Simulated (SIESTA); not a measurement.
**Energy of CsPbBr3 along an even scaling of the cell**

System: CsPbBr3 (Pm-3m, 5 atoms in the cell).
Method: Kohn-Sham DFT of a periodic cell, LDA, PseudoDojo 0.4 standard, converted to PSML, no spin polarisation (SIESTA 5.4.2).

The 7 runs differ only in the geometry, by an even scaling of the cell at fixed fractional positions. The structure derives from an entry of the Crystallography Open Database.

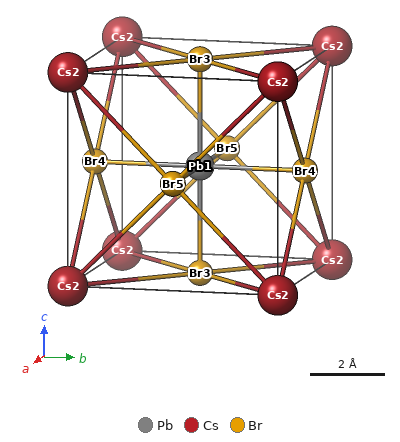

Figure 1. The structure of run 4 (ball-and-stick view of the cell of the calculation, seen slightly off an axis; atoms are numbered from 1 in the order of the input). An atom can appear more than once, as a periodic image.

## Input of run 4
```
SystemName                      CsPbBr3
SystemLabel                     CsPbBr3
NumberOfSpecies                 3
NumberOfAtoms                   5
%block ChemicalSpeciesLabel
  1  82 Pb
  2  55 Cs
  3  35 Br
%endblock ChemicalSpeciesLabel

LatticeConstant                 1.0 Ang
%block LatticeVectors
     5.8700000000     0.0000000000     0.0000000000
     0.0000000000     5.8700000000     0.0000000000
     0.0000000000     0.0000000000     5.8700000000
%endblock LatticeVectors
AtomicCoordinatesFormat         Fractional
%block AtomicCoordinatesAndAtomicSpecies
     0.5000000000     0.5000000000     0.5000000000  1  Pb
     0.0000000000     0.0000000000     0.0000000000  2  Cs
     0.5000000000     0.5000000000     0.0000000000  3  Br
     0.5000000000     0.0000000000     0.5000000000  3  Br
     0.0000000000     0.5000000000     0.5000000000  3  Br
%endblock AtomicCoordinatesAndAtomicSpecies

%block kgrid.MonkhorstPack
    4   0   0  0.0
    0   4   0  0.0
    0   0   4  0.0
%endblock kgrid.MonkhorstPack
XC.Functional                   LDA
XC.Authors                      PW92
PAO.BasisSize                   DZP
PAO.EnergyShift                 0.003 Ry
Mesh.Cutoff                     500 Ry
OccupationFunction              FD
ElectronicTemperature           0.05 eV
MaxSCFIterations                120
SCF.MustConverge                false
SCF.Mixer.Method                Pulay
SCF.Mixer.Weight                0.25
SCF.Mixer.History               8
SCF.DM.Tolerance                5.0e-05
SCF.H.Tolerance                 1.0e-03 eV
WriteForces                     true
Charge.Mulliken                 end
%block PAO.Basis
  Pb 4
  n=6 0 2
    6.142 0.000
  n=6 1 2
    8.773 0.000
  n=5 2 2
    4.164 0.000
  n=6 2 1
    8.773
  Cs 5
  n=5 0 2
    4.696 0.000
  n=6 0 2
    9.500 0.000
  n=5 1 2
    5.749 0.000
  n=6 1 1
    9.500
  n=5 2 1
    7.000
%endblock PAO.Basis
```

Command:
```bash
siesta CsPbBr3.fdf > CsPbBr3.out 2>&1
```

Run 3 differs from it as follows:
```diff
-     5.8700000000     0.0000000000     0.0000000000
-     0.0000000000     5.8700000000     0.0000000000
-     0.0000000000     0.0000000000     5.8700000000
+     5.8306028398     0.0000000000     0.0000000000
+     0.0000000000     5.8306028398     0.0000000000
+     0.0000000000     0.0000000000     5.8306028398
```

## Results, with one run withheld

```tsv
run	volume per atom (Å³)	free energy per atom, from the lowest run given (meV)	pressure (GPa)	gap on the mesh (eV)
1	38.025	2.63	0.83	1.11
2	38.834	0.00	0.24	1.20
3	39.643	?	?	?
4	40.452	2.92	−0.76	1.37
5	41.261	7.83	−1.17	1.45
6	42.070	14.73	−1.55	1.52
7	42.880	23.45	−1.88	1.58
```

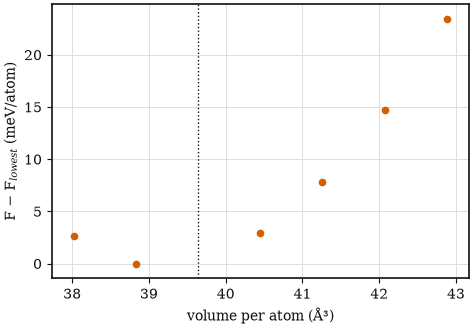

Figure 2. Free energy per atom of the runs given; the dotted line marks run 3.

What should run 3 give?

A cubic polynomial in V^(−2/3) (the Birch–Murnaghan form), fitted to the 6 runs given, misses them by at most 0.02 meV per atom. With x = V^(−2/3) − 0.08476 Å⁻², it reads F = 3.2566 − 3591.7 x + 9.1926e+05 x² + 3.1245e+06 x³ (meV per atom). At run 3 it gives 0.21 meV per atom, and the run itself gives 0.20. The slope of the fit gives a pressure −dF/dV of −0.30 GPa there, and the run prints −0.30 GPa. The fit has its minimum at 39.175 Å³ per atom, where V d²F/dV² gives 25.6 GPa: the bulk modulus at this level, since symmetry fixes the shape and the positions. The gap on the mesh goes, without turning, from 1.11 eV in run 1 to 1.58 eV in run 7; run 3 has 1.29 eV. These are gaps of this functional on this mesh, which can miss the band edges; they aren't the measured gap.

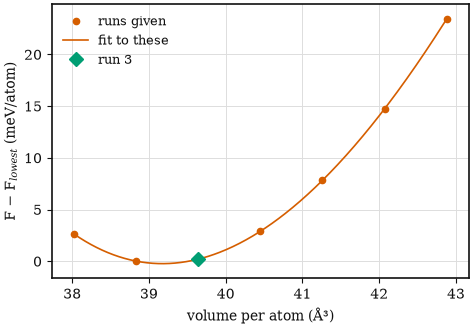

Figure 3. The fit and the withheld run.

## Some lines of the output (run 3)
```
[...]
outcell: Cell volume (Ang**3)        :    198.2168
stepf: Fermi-Dirac step function
siesta: Etot    =     -3842.651279
siesta: FreeEng =     -3842.651279
        iscf     Eharris(eV)        E_KS(eV)     FreeEng(eV)     dDmax    Ef(eV) dHmax(eV)
siesta: E_KS(eV) =            -3843.2109
siesta: E_KS - E_eggbox =     -3843.2109
siesta: Etot    =     -3843.210906
siesta: FreeEng =     -3843.210907
siesta:         Fermi =      -4.473973
siesta: Cell volume =        198.216763 Ang**3
    Orbital volume contribution        =           5.365126 eV
```

Notes: Points of doubt noted for this run: mulliken charges of long orbitals. Spin–orbit coupling is left out, which matters for Pb. With a small basis of atomic orbitals these values can differ much from converged plane-wave results.
